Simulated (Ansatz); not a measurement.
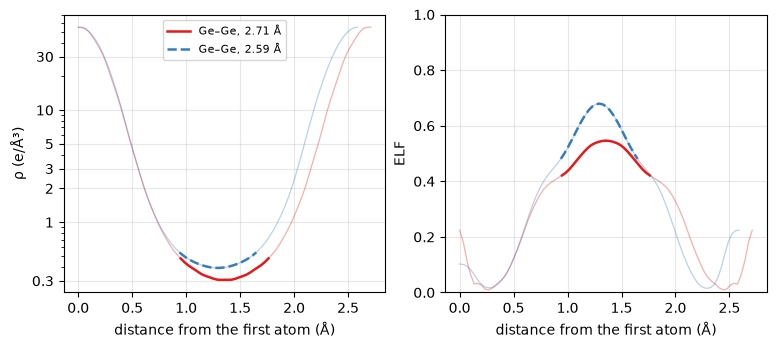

*Ge. Valence electron density and electron localisation function along straight lines between neighbouring atoms. Thin, pale parts lie inside the atomic spheres.*

Space group I4₁/amd; a structure from a database of computed crystals, not necessarily the ambient phase; changed on purpose from its base cell (strain -0.030 along x and y, -0.030 along z, atoms carried along); computed pressure about 10 GPa in this cell.

All numbers below come from DFT r2SCAN, scalar-relativistic, plane waves, PAW (Ansatz).

Core electrons are frozen (PAW), and the valence fields are smoothed inside the atomic spheres.

The calculation's input:

```
crystal:
  lattice:
    - [-2.4972550274, 2.4972550274, 1.3554902639]
    - [2.4972550274, -2.4972550274, 1.3554902639]
    - [2.4972550274, 2.4972550274, -1.3554902639]
  atoms:
    - { symbol: Ge, position: [0.25, 0.75, 0.5] }
    - { symbol: Ge, position: [0.5, 0.5, 0.0] }
basis:
  ecutwfc: 500
kpoints:
  mp_grid: { grid: [20, 20, 20] }
hamiltonian:
  xc: r2scan
scf:
  occupations: { method: gaussian, width: 0.15 }
output:
  forces: true
  stress: true
  eigenvalues: true
  write_density: true
  write_potential: true
  elf: true
  volumetric_format: npy
```

Command:

```sh
ansatz run input.yaml --threads 1 --pin off --max-ram 2560MiB --backend cpu --events-out ev --progress --plain --runs-dir out
```

Below, planes, directions and counts refer to the conventional cell (a = 4.99 Å, b = 4.99 Å, c = 2.71 Å, α = 90.00°, β = 90.00°, γ = 90.00°).

Question: What can be read from the curves?

Answer: Ge–Ge (2.71 Å): the density is about 0.31 e/Å³ at the midpoint; the ELF reaches about 0.55 near the midpoint.
Ge–Ge (2.59 Å): ρ is about 0.39 e/Å³ halfway; the ELF peaks at about 0.70 between the atoms.
